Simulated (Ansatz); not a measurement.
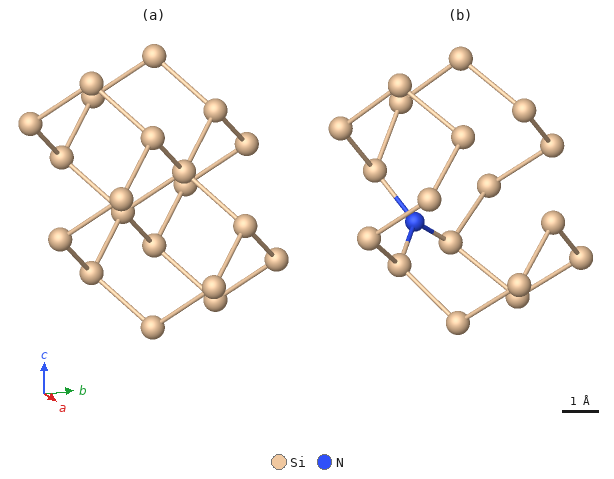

Left: perfect Si. Right: the same region with a pair of point defects, after relaxing the atoms in a supercell of 64 sites. The picture is a ball-and-stick view of the atoms within 4.5 Å of one point, seen slightly off an axis.

Method: DFT, PBEsol, PAW, plane waves (Ansatz). Settings: plane-wave cutoff 420 eV; k-point mesh 1 × 1 × 1; mesh shifted by (0.25, 0.25, 0.25); collinear spin. Fermi-Dirac smearing of 0.01 eV. A uniform background neutralises the charged cell. The axes drawn are those of the host's conventional cell.

> What kind of defect was made?

A silicon atom is replaced by nitrogen and a silicon atom is taken out (a vacancy), the two sites 2.4 Å apart.

The charge state of the cell is +1.

> What does the relaxation do around it?

In the host the Si atom has 4 Si at 2.35 Å; the N atom ends with 3 Si at 1.83 Å. Around the empty Si site the host had 4 Si at 2.35 Å; after relaxation the nearest atoms are 3 Si at 2.32 to 2.33 Å. Of the host's atoms, a silicon atom moves furthest from its site, by 0.41 Å. The N atom itself moves 0.58 Å from where it was put. The cell ends without a net magnetic moment.

Limits of the set-up: the cell is charged, on a uniform background, and energies carry no finite-size correction.
